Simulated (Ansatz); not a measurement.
# Calculations on H₁₁C₂NO₄

### Relaxation

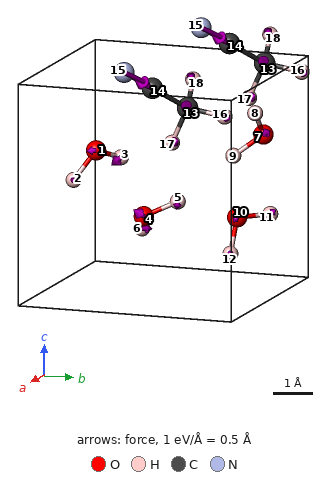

Starting geometry of an amorphous cell of composition H11C2NO4 with the computed forces as purple arrows. A ball-and-stick model of the cell of the calculation, seen slightly off an axis.

The cell holds 4 H2O + 1 CH3CN. The run prepares the start of a later molecular dynamics calculation, from a guessed geometry.

The calculation used DFT PBE, scalar-relativistic, plane waves, PAW (Ansatz 0.2.0). (plane-wave cutoff 420 eV; k-point mesh 1 × 1 × 1; occupations fermi dirac; smearing width 0.02 eV; no spin polarisation; atoms relaxed in a fixed cell; force threshold 0.3 eV/Å; at most 15 steps)

Is this structure relaxed? If not, where do the atoms go?

Answer. It isn't relaxed: the largest force vector, on N15, is 2.16 eV/Å. The final displacements have little in common with the starting forces (cosine between the two patterns 0.13). Over 14 accepted moves (15 points after the start) the energy falls by 87.7 meV per atom. Largest force component: 1.8 eV/Å at the start, 0.21 eV/Å at the end. 1 step only repeated the SCF at the same geometry. The forces were under the threshold at step 10, but the run went on from there. H12 moves most: 1.46 Å along [−1 3 −1]. By element the largest moves are H 1.46 Å, O 1.31 Å, N 0.65 Å, C 0.59 Å. The cell stays as it was. Near-neighbour distances that change, for instance: O4–H6 0.969 → 0.996 Å, C13–C14 1.461 → 1.436 Å, O10–H11 0.969 → 0.988 Å, C14–N15 1.178 → 1.163 Å.

Limits of the set-up: the program's low-accuracy preset was used; the periodic images lie only 5.9 Å apart, so the values are limited by the cell's size.

### Dynamics

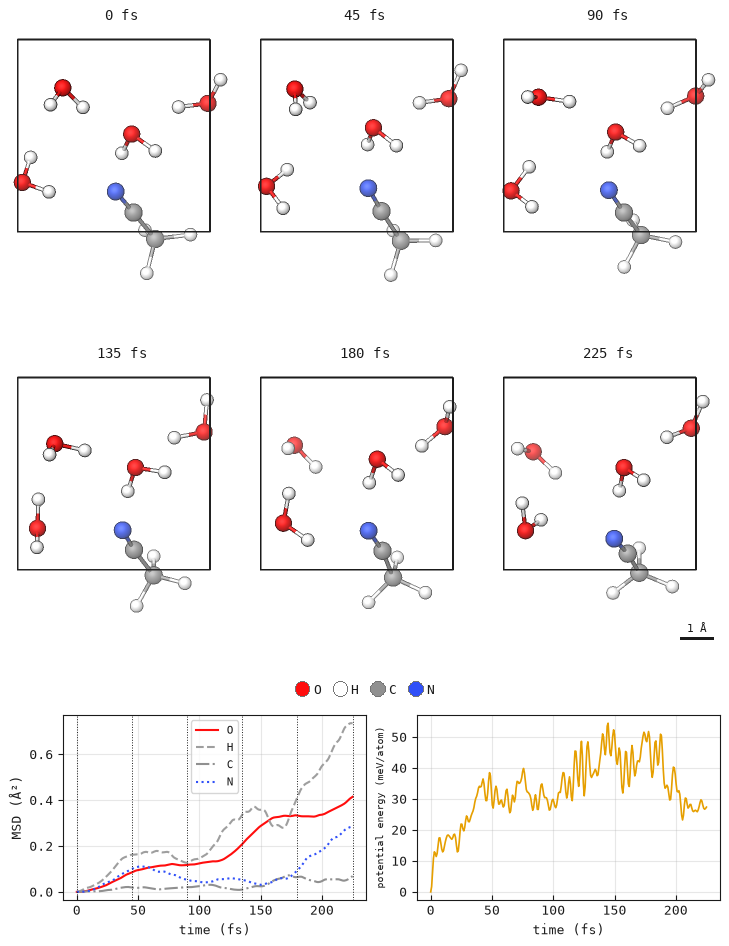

Molecular dynamics of a periodic cell with 4 H2O + 1 CH3CN at 0.907 g/cm³, 225 fs long. Frames and the history of the run. A ball-and-stick model of the simulation cell, seen along the a axis. Atoms that leave the cell re-enter on the other side.

Theory: DFT PBE, scalar-relativistic, plane waves, PAW (Ansatz 0.2.0). Settings: plane-wave cutoff 420 eV; k-point mesh 1 × 1 × 1; Fermi-Dirac smearing 0.02 eV; low-accuracy preset; Langevin thermostat (NVT); set temperature 300 K; time step 0.75 fs; friction 0.02 per fs.

Q: What happens in this trajectory?

A: In the second half of the run the atoms are, in the root-mean-square, this far from where they began (common drift taken out): H 0.65 Å, O 0.54 Å, N 0.33 Å, C 0.20 Å. The heavy atoms stay within a fraction of a molecule's size of their starting places; so short a run doesn't tell a liquid from a solid. Over the second half the temperature averages 330 K (spread ±58 K). The potential energy in the second half lies on average 38.8 meV per atom above the first frame.

Limits of the set-up: the program's low-accuracy preset was used; the periodic images lie only 5.9 Å apart, so the values are limited by the cell's size.

Cost: 2.3 min on 1 thread of AMD EPYC 9R14 (Zen 4) (shared host), peak memory 0.39 GiB.

### Dynamics

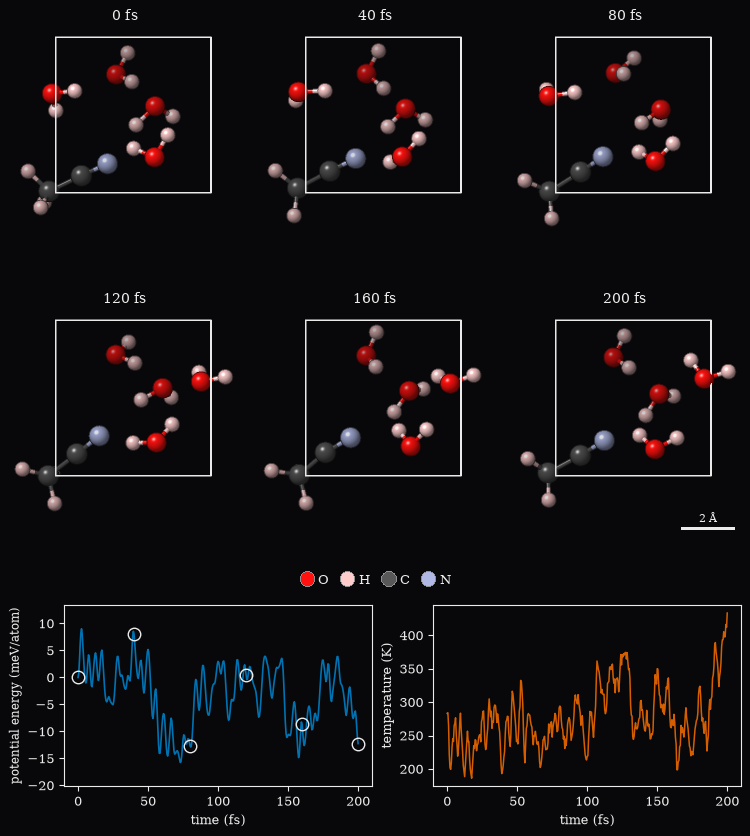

A Born-Oppenheimer molecular dynamics run of a periodic cell with 4 H2O + 1 CH3CN at 0.907 g/cm³, 200 fs long. It starts from the last geometry of an earlier run, with fresh velocities. Frames and the history of the run. The picture is a ball-and-stick view of the simulation cell, seen along the b axis. Atoms that leave the cell re-enter on the other side.

Level of theory: DFT PBE, scalar-relativistic, plane waves, PAW in Ansatz. Settings: plane-wave cutoff 420 eV; k-point mesh 1 × 1 × 1; Fermi-Dirac smearing 0.02 eV; low-accuracy preset; Langevin thermostat (NVT); set temperature 300 K; time step 0.5 fs; friction 0.02 per fs.

The input:
```yaml
accuracy: low
crystal:
  lattice:
    - [5.915482, 0.0, 0.0]
    - [0.0, 5.915482, 0.0]
    - [0.0, 0.0, 5.915482]
  atoms:
    - { symbol: O, position: [0.97316796, 0.12748648, 0.63384247] }
    - { symbol: H, position: [1.11904186, 0.04644259, 0.65056349] }
    - { symbol: H, position: [0.99759992, 0.24285242, 0.52415615] }
    - { symbol: O, position: [0.63636738, 0.59988753, 0.55176654] }
    - { symbol: H, position: [0.75154287, 0.70214199, 0.48641401] }
    - { symbol: H, position: [0.51400183, 0.57548565, 0.43179423] }
    - { symbol: O, position: [0.38583266, 0.94986979, 0.75619548] }
    - { symbol: H, position: [0.46043866, 1.01027273, 0.89491705] }
    - { symbol: H, position: [0.4867427, 0.82329673, 0.70961407] }
    - { symbol: O, position: [0.63277705, 1.08788342, 0.22349638] }
    - { symbol: H, position: [0.7183838, 1.07057628, 0.36654939] }
    - { symbol: H, position: [0.49834579, 1.16829732, 0.28002483] }
    - { symbol: C, position: [0.95412734, 0.67934479, 1.00464758] }
    - { symbol: C, position: [1.16189603, 0.61920248, 1.10424404] }
    - { symbol: "N", position: [1.32990193, 0.54913778, 1.18175776] }
    - { symbol: H, position: [0.92365071, 0.85131669, 0.93300732] }
    - { symbol: H, position: [0.89988745, 0.54275959, 0.89964944] }
    - { symbol: H, position: [0.81922438, 0.67880988, 1.13299583] }
basis:
  ecutwfc: 420.0
kpoints:
  mp_grid: { grid: [1, 1, 1] }
hamiltonian:
  xc: pbe
scf:
  occupations: { method: fermi_dirac, width: 0.02 }
  lower_state_search: "off"
md:
  timestep: 0.5
  n_steps: 400
  ensemble: nvt_langevin
  temperature: 300.0
  initial_velocities: maxwell_boltzmann
  seed: 3974
  friction: 0.02
```

Run as
```bash
ansatz run input.yaml --threads 1 --pin off --max-ram 3072MiB --backend cpu --events-out ev --progress --plain --runs-dir out
```

### What happens in this trajectory?

Root-mean-square distances from the starting positions over the second half, with the common drift of all atoms taken out: H 0.66 Å, N 0.60 Å, O 0.40 Å, C 0.37 Å. The heavy atoms stay within a fraction of a molecule's size of their starting places; so short a run doesn't tell a liquid from a solid. The mean temperature in the second half is 300 K (standard deviation 48 K). The potential energy in the second half lies on average 3.0 meV per atom below the first frame.

Limits of the set-up: the program's low-accuracy preset was used; the periodic images lie only 5.9 Å apart, so the values are limited by the cell's size.
